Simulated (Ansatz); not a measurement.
# A series of single points on ZnS

System: ZnS (8 atoms in the cell).
Method: Kohn-Sham DFT of a periodic cell, revPBE with D4, Ansatz PAW, no spin polarisation (Ansatz 0.2.0).

The 6 runs differ only in the geometry, by an even scaling of the cell at fixed fractional positions. The structure derives from an entry of the Crystallography Open Database.

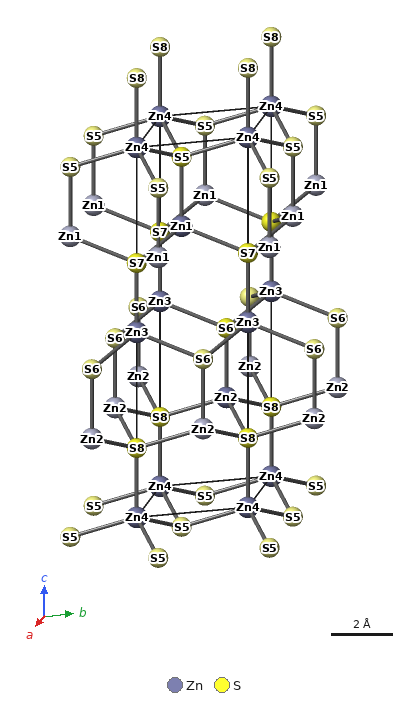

Figure 1. The structure of run 4 (ball-and-stick view of the cell of the calculation, seen slightly off an axis; neighbours outside the cell are drawn fainter; atoms are numbered from 1 in the order of the input).

**Input of run 4**
```yaml
crystal:
  lattice:
    - [3.8480166318, 0.0, 0.0]
    - [-1.9240083159, 3.3324801573, 0.0]
    - [0.0, 0.0, 12.6029163237]
  atoms:
    - { symbol: Zn, position: [0.6666666667, 0.3333333333, 0.75] }
    - { symbol: Zn, position: [0.3333333333, 0.6666666667, 0.25] }
    - { symbol: Zn, position: [0.0, 0.0, 0.5] }
    - { symbol: Zn, position: [0.0, 0.0, 0.0] }
    - { symbol: S, position: [0.6666666667, 0.3333333333, 0.9375] }
    - { symbol: S, position: [0.3333333333, 0.6666666667, 0.4375] }
    - { symbol: S, position: [0.0, 0.0, 0.6875] }
    - { symbol: S, position: [0.0, 0.0, 0.1875] }
hamiltonian:
  xc: revpbe
  pseudopotentials: { kind: paw }
  dispersion: d4
kpoints:
  mp_grid: { grid: [8, 8, 3] }
scf:
  occupations: { method: fermi_dirac, width: 0.05 }
output:
  forces: true
  stress: true
  eigenvalues: true
```

Command:
```bash
ansatz run input.yaml --threads 2 --pin off --max-ram 5120MiB --backend cpu --events-out ev --progress --plain --runs-dir out
```

Run 3 differs from it as follows:
```diff
-    - [3.8480166318, 0.0, 0.0]
-    - [-1.9240083159, 3.3324801573, 0.0]
-    - [0.0, 0.0, 12.6029163237]
+    - [3.8227, 0.0, 0.0]
+    - [-1.91135, 3.310555311, 0.0]
+    - [0.0, 0.0, 12.52]
```

**Results, with one run withheld**

```csv
run,volume per atom (Å³),"free energy per atom, from the lowest run given (meV)",pressure (GPa),gap on the mesh (eV)
1,18.617,4.36,2.67,2.53
2,19.013,0.00,0.89,2.43
3,19.805,?,?,?
4,20.202,10.10,−3.38,2.17
5,20.598,19.87,−4.50,2.08
6,20.994,32.27,−5.51,2.00
```

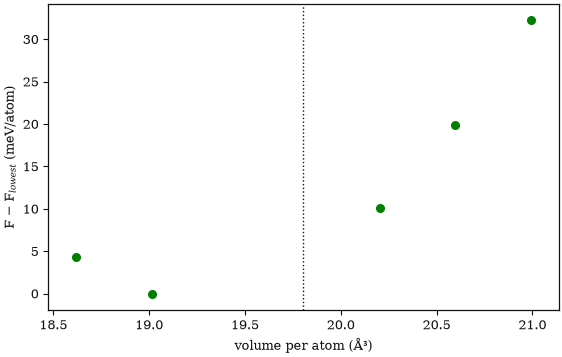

Figure 2. Free energy per atom of the runs given; the dotted line marks run 3.

Fit the runs given and predict run 3.

A cubic polynomial in V^(−2/3) (the Birch–Murnaghan form), fitted to the 5 runs given, misses them by under 0.01 meV per atom. With x = V^(−2/3) − 0.13641 Å⁻², it reads F = 3.8738 − 3070.7 x + 5.24e+05 x² + 9.5297e+05 x³ (meV per atom). At run 3 it gives 3.28 meV per atom, and the run itself gives 3.29. The slope of the fit gives a pressure −dF/dV of −2.11 GPa there, and the run prints −2.11 GPa. The fit has its minimum at 19.231 Å³ per atom, where V d²F/dV² gives 76.5 GPa. Cell shape and fractional positions are held, so this is the stiffness under even scaling; the relaxed bulk modulus wasn't computed. The gap on the mesh goes, without turning, from 2.53 eV in run 1 to 2.00 eV in run 6; run 3 has 2.25 eV. These are gaps of this functional on this mesh, which can miss the band edges; they aren't the measured gap.

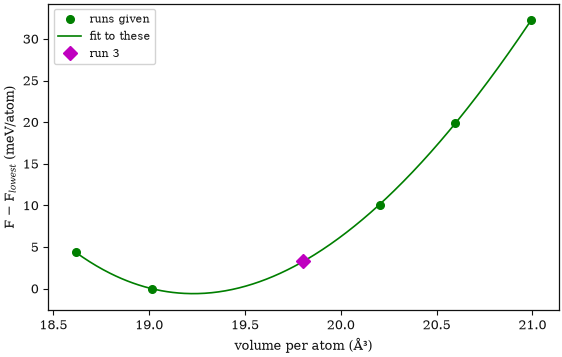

Figure 3. The fit and the withheld run.

**Output, shortened to warnings, some set-up lines, iterations and results (run 3)**
```
Basis set: ecut = 420 eV, 3077 PW (Γ), exchange–correlation on 54×54×180 points (8 copies of the dense FFT grid, shifted against one another)
Symmetry: 12 space group operations
k-points: 20 of 192 (time reversal used)
Initial density: superposition of atomic densities (neutral atoms: chi_scale 0, normalization atom), corrected by the library's trained network
[...]
SCF iter   1: F=—  HF=-16920.685153 eV  |F-HF|=—  |Δ(HF+E_count)|=         —  Δρ=2.86e-3  dr2=6.45e-3  ethr=1.77e-3  ⟨swp⟩=9.2  Hψ=3922  notcnv=0
SCF iter   2: F=—  HF=-16920.685957 eV  |F-HF|=—  |Δ(HF+E_count)|=   8.04e-4  Δρ=9.95e-4  dr2=1.28e-3  ethr=8.96e-6  ⟨swp⟩=2.0  Hψ=1753  notcnv=0  defer=9
SCF iter   3: F=—  HF=-16920.685809 eV  |F-HF|=—  |Δ(HF+E_count)|=   1.48e-4  Δρ=6.80e-4  dr2=5.59e-4  ethr=1.78e-6  ⟨swp⟩=2.0  Hψ=1327  notcnv=0  defer=5
SCF iter   4: F=—  HF=-16920.686114 eV  |F-HF|=—  |Δ(HF+E_count)|=   3.05e-4  Δρ=1.82e-4  dr2=6.96e-5  ethr=7.76e-7  ⟨swp⟩=2.1  Hψ=1302  notcnv=0  defer=5
SCF iter   5: F=—  HF=-16920.686017 eV  |F-HF|=—  |Δ(HF+E_count)|=   9.65e-5  Δρ=5.13e-5  dr2=5.52e-6  ethr=9.67e-8  ⟨swp⟩=2.0  Hψ=1488  notcnv=0  defer=5
SCF iter   6: F=—  HF=-16920.686033 eV  |F-HF|=—  |Δ(HF+E_count)|=   1.58e-5  Δρ=1.32e-5  dr2=3.87e-7  ethr=7.67e-9  ⟨swp⟩=2.0  Hψ=1546  notcnv=0  defer=5
SCF iter   7: F=-16920.686035 eV  HF=-16920.686035 eV  |F-HF|=3.54e-9  |Δ(HF+E_count)|=   1.43e-6  Δρ=8.29e-6  dr2=7.53e-8  ethr=1.39e-10  ⟨swp⟩=9.2  Hψ=4031  notcnv=0
SCF 1 converged in 7 iterations: F = -16920.686035 eV  dr2 = 7.53e-8
SCF converged after 7 iterations
Free energy (F): -16920.686035 eV
Harris-Foulkes:  -16920.686035 eV  (|F-HF|=3.54e-9)
Internal energy: -16920.686035 eV  (E = F + TS)
E sigma→0 (E₀):  -16920.686035 eV
Fermi energy:    6.990946 eV
--- Per-component energies (eV) ---
  E_band       = 25.451684
  E_kinetic    = 952.899690
  E_local      = -8181.073407  (includes V_loc(G=0)·N_el)
  E_nonlocal   = 2570.108943
  E_hartree    = 3424.073115
  E_xc         = -939.188623
  E_vxc        = -556.460098  (∫ρ·V_xc dr)
  E_paw        = -9738.872718  (= ΣΔE_a)
  E_vpaw       = -1608.166137  (= ΣTr[D̂ρ^β])
  E_aug_tail   = -0.001449  (compensation charges beyond the density's cutoff)
  E_ewald      = -5003.879258
  E_disp       = -4.414655  (pairwise vdW)
  E_core_change = -0.337674  (= ΣΔE_core)
  E_smearing   = -0.000000  (= −TS)
  E_closure    = -0.000000  (closes the sum)
  Σ components = -16920.686035   (vs F -16920.686035, Δ=0.00e0)
--- Forces (eV/Å), atoms counted from 1 ---
  atom   1  Zn    -0.00000000    -0.00000000     0.00948394
  atom   2  Zn     0.00000000     0.00000000     0.00948394
  atom   3  Zn     0.00000000    -0.00000000     0.02606912
  atom   4  Zn     0.00000000     0.00000000     0.02606912
  atom   5  S      0.00000000    -0.00000000     0.01188696
  atom   6  S      0.00000000     0.00000000     0.01188696
  atom   7  S      0.00000000     0.00000000    -0.04745189
  atom   8  S      0.00000000    -0.00000000    -0.04745189
  max |Σ_I F_I| component: 2.37e-5 eV/Å
--- Stress (GPa, compression-positive) ---
       -2.063038       0.000000       0.000000
        0.000000      -2.063038       0.000000
        0.000000      -0.000000      -2.204850
  P = ⅓ Tr σ = -2.1103 GPa (-21.103 kbar)
```

Notes: Points of doubt noted for this run: forces on files of another functional.
